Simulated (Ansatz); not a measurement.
# Calculations on AlRu

**1. Relaxation**

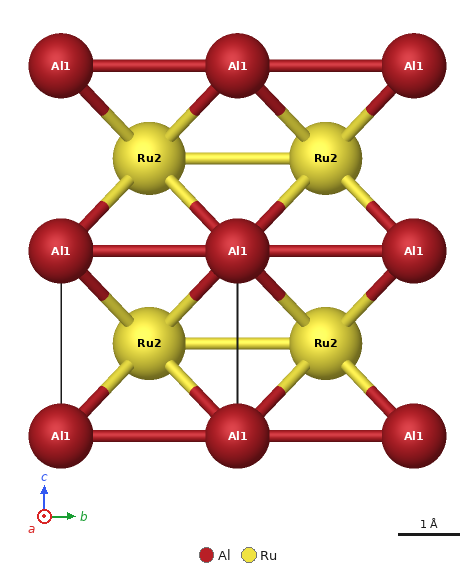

Starting structure of a crystal of AlRu (set up in P4/mmm). Style: ball-and-stick. Shown: the cell of the calculation, repeated 1 × 2 × 2 with one cell outlined, along the a axis.

Case: biaxial strain in the a-b plane of -3.0 %; c and atoms relaxed.

These are results of Ansatz, DFT r2SCAN, scalar-relativistic, plane waves, PAW, not measurements.

Input
```yaml
crystal:
  lattice:
    - [2.8930205768, 0.0, 0.0]
    - [0.0, 2.8930205768, 0.0]
    - [0.0, 0.0, 3.0361803579]
  atoms:
    - { symbol: Al, position: [0.0, 0.0, 0.0] }
    - { symbol: Ru, position: [0.5, 0.5, 0.5] }
basis:
  ecutwfc: 500
kpoints:
  mp_grid: { grid: [18, 18, 18] }
hamiltonian:
  xc: r2scan
scf:
  occupations: { method: gaussian, width: 0.1 }
output:
  forces: true
  stress: true
  eigenvalues: true
relax:
  adjacent_minimum: "off"
  f_tol: 0.008
  max_steps: 40
  cell: { stress_tol: 0.015, fix: [a, b, gamma] }
```

Run as
```bash
ansatz run input.yaml --threads 1 --pin off --max-ram 2560MiB --backend cpu --events-out ev --progress --plain --runs-dir out
```

Q: What does the optimiser find from here?

A: No atom moves by more than 0.005 Å relative to the cell. The drawn cell changes as follows: a = b unchanged at 2.893 Å, c 3.036 → 3.070 Å (+1.1 %); the volume changes by +1.1 %. Near-neighbour distances that change, for instance: Al1–Ru2 2.547 → 2.558 Å. The space group stays P4/mmm (No. 123). After 3 accepted moves (4 points after the start) the energy has fallen by 1.7 meV per atom. All forces vanish by symmetry, so only the cell relaxes. Pressure: 10.68 GPa at the start and 7.94 GPa at the end. The SCF was repeated once at an unchanged geometry on a basis and grid sized afresh for the cell, which shifted the energy by 0.1 meV per atom at most. The run took 2.2 min on 1 thread of Arm Neoverse V1, with other jobs on the host, peak memory 0.57 GiB.

History of the run:

```
step  E − E(0), meV/atom  pressure, GPa  volume, Å³/atom                      note
   0                0.00          10.68           12.706                          
   1               -1.64           7.65           12.863                          
   2               -1.66           7.93           12.848                          
   3               -1.66           7.94           12.848                          
   4               -1.73           7.94           12.848  same geometry, new basis
```

The end point in the same view:

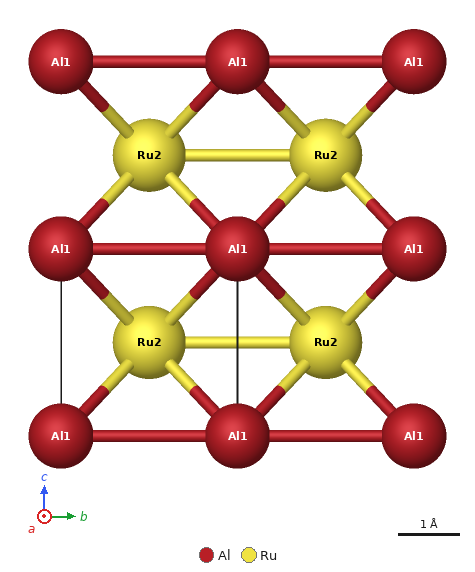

**2. Relaxation**

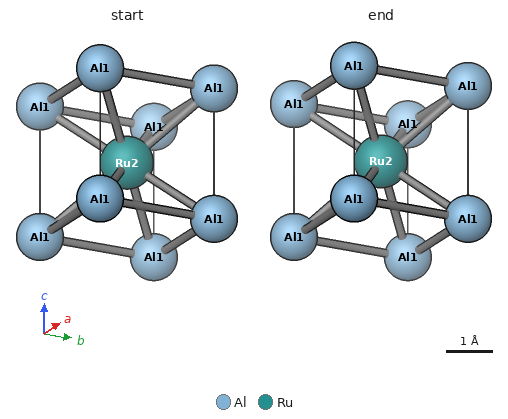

The structure of solid AlRu (set up in P4/mmm) before (left) and after (right) a relaxation, at one scale.

The picture is a ball-and-stick view of the cell of the calculation, seen from a free direction.

Case: biaxial strain in the a-b plane of -4.5 %; c and atoms relaxed.

Level of theory: Ansatz 0.2.0, DFT r2SCAN, scalar-relativistic, plane waves, PAW.

The input:
```yaml
crystal:
  lattice:
    - [2.8482831452, 0.0, 0.0]
    - [0.0, 2.8482831452, 0.0]
    - [0.0, 0.0, 3.0630228169]
  atoms:
    - { symbol: Al, position: [0.0, 0.0, 0.0] }
    - { symbol: Ru, position: [0.5, 0.5, 0.5] }
basis:
  ecutwfc: 500
kpoints:
  mp_grid: { grid: [18, 18, 18] }
hamiltonian:
  xc: r2scan
scf:
  occupations: { method: gaussian, width: 0.1 }
output:
  forces: true
  stress: true
  eigenvalues: true
relax:
  adjacent_minimum: "off"
  f_tol: 0.008
  max_steps: 40
  cell: { stress_tol: 0.015, fix: [a, b, gamma] }
```

Command:
```bash
ansatz run input.yaml --threads 1 --pin off --max-ram 2560MiB --backend cpu --events-out ev --progress --plain --runs-dir out
```

Describe what moved and what it gained.

The energy falls by 4.9 meV per atom in 2 accepted moves (3 points after the start). All forces vanish by symmetry, so only the cell relaxes. Pressure: 17.30 GPa at the start and 12.38 GPa at the end. At 1 point the geometry stayed and the basis and grid were re-selected for the new cell (energy shift of 0.1 meV per atom at most each time). The atoms keep their places relative to the cell (all moves are under 0.005 Å). The drawn cell changes as follows: a = b unchanged at 2.848 Å, c 3.063 → 3.121 Å (+1.9 %); the volume changes by +1.9 %. Among the contacts that change: Al1–Ru2 2.530 → 2.548 Å. The space group stays P4/mmm (No. 123). The run took 110 s on 1 thread of Arm Neoverse V1, on a shared host, peak memory 0.57 GiB.

**3. Series**

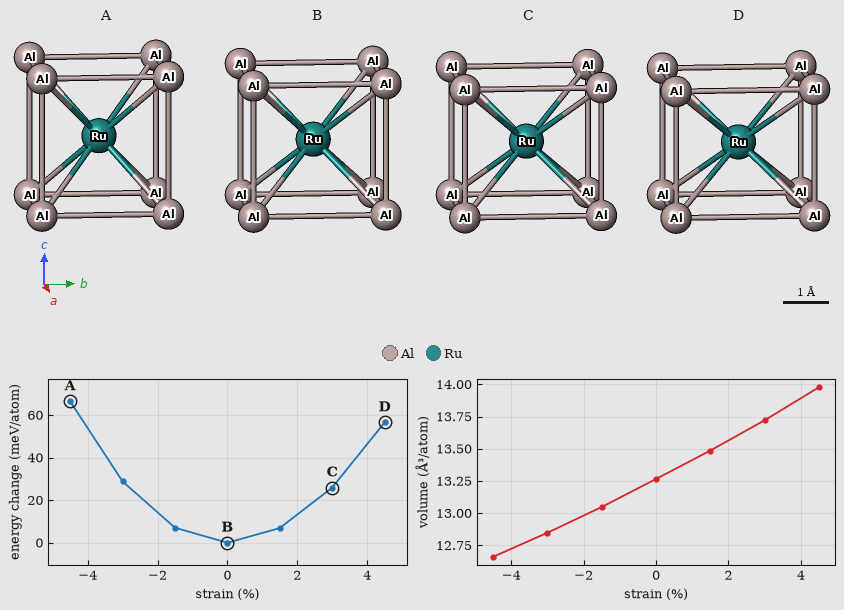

Members of a series of calculations on solid AlRu (set up in Pm-3m), marked on the first curve. Style: ball-and-stick. Shown: the cell of the calculation, from a free direction.

All numbers below come from DFT r2SCAN, scalar-relativistic, plane waves, PAW (Ansatz). (plane-wave cutoff 500 eV; k-point mesh 18 × 18 × 18; occupations gaussian; smearing width 0.1 eV; no spin polarisation)

### Describe the series.

Biaxial strain in the a–b plane, c and atoms relaxed. A (strain −4.5 %): energy change 66.4 meV/atom, volume 12.66 Å³ per atom. B (strain 0.0 %): energy change 0.0 meV/atom, volume 13.27 Å³ per atom. C (strain 3.0 %): energy change 25.9 meV/atom, volume 13.72 Å³ per atom. D (strain 4.5 %): energy change 56.5 meV/atom, volume 13.98 Å³ per atom. The rest compares A with D. The volume changes by +10.4 %, with a = b 2.848 → 3.117 Å (+9.4 %), c 3.121 → 2.878 Å (−7.8 %). Near-neighbour distances before and after: Al–Al 2.848 → 3.117 Å, Ru–Ru 2.848 → 3.117 Å, Al–Al 3.121 → 2.878 Å.
